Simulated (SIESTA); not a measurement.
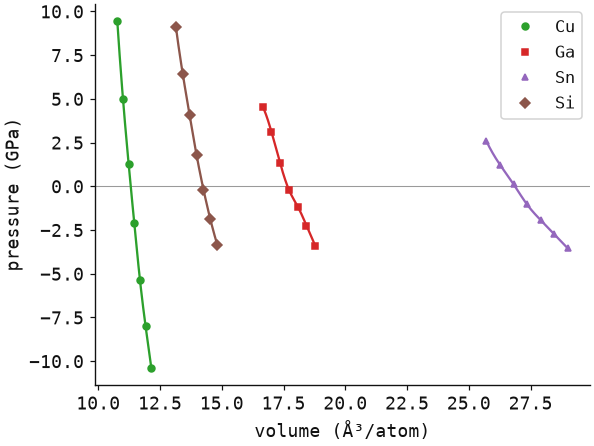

The figure shows the pressure against volume, with one curve for each element, for Cu, Ga, Si and Sn (all in space group I4/mmm (No. 139)).

How it was computed, with SIESTA 5.4.2: DFT in numerical atomic orbitals with pseudopotentials, no spin polarisation; energies at scaled volumes of the given cell, shape and fractions fixed, counted from the fit's minimum, third-order Birch-Murnaghan fit. Level: PBEsol.

occupations Fermi–Dirac; smearing width 0.05 eV; potentials PseudoDojo 0.4 standard, converted to PSML, two zetas on semicore shells.

Settings that differ: Cu: k mesh 13×13×13; Ga: k mesh 13×13×13; Sn: k mesh 10×10×10; Si: k mesh 13×13×13.

Question: Order the curves by fitted equilibrium volume, smallest first.

Answer: Cu 11.310, Si 14.234, Ga 17.694, Sn 26.834 Å³/atom.

Question: Order the curves by fitted bulk modulus, smallest first.

Answer: Sn 54.4, Ga 68.5, Si 94.7, Cu 171.8 GPa.

Note: mulliken charges of long orbitals; short basis over semicore shells (Cu); shape and atomic fractions are frozen while scaling, which makes layered, chain and framework solids too stiff.

The computed values:

Cu:
| volume (Å³/atom) | pressure (GPa) |
| --- | --- |
| 10.77 | 9.43 |
| 11.00 | 5.00 |
| 11.23 | 1.28 |
| 11.46 | −2.13 |
| 11.69 | −5.36 |
| 11.92 | −8.02 |
| 12.15 | −10.37 |

Ga:
| volume (Å³/atom) | pressure (GPa) |
| --- | --- |
| 16.66 | 4.55 |
| 17.01 | 3.11 |
| 17.36 | 1.30 |
| 17.72 | −0.21 |
| 18.07 | −1.16 |
| 18.43 | −2.25 |
| 18.78 | −3.40 |

Sn:
| volume (Å³/atom) | pressure (GPa) |
| --- | --- |
| 25.71 | 2.57 |
| 26.26 | 1.23 |
| 26.81 | 0.12 |
| 27.35 | −1.04 |
| 27.90 | −1.93 |
| 28.45 | −2.73 |
| 28.99 | −3.54 |

Si:
| volume (Å³/atom) | pressure (GPa) |
| --- | --- |
| 13.14 | 9.13 |
| 13.42 | 6.42 |
| 13.70 | 4.05 |
| 13.98 | 1.78 |
| 14.26 | −0.19 |
| 14.54 | −1.90 |
| 14.82 | −3.35 |
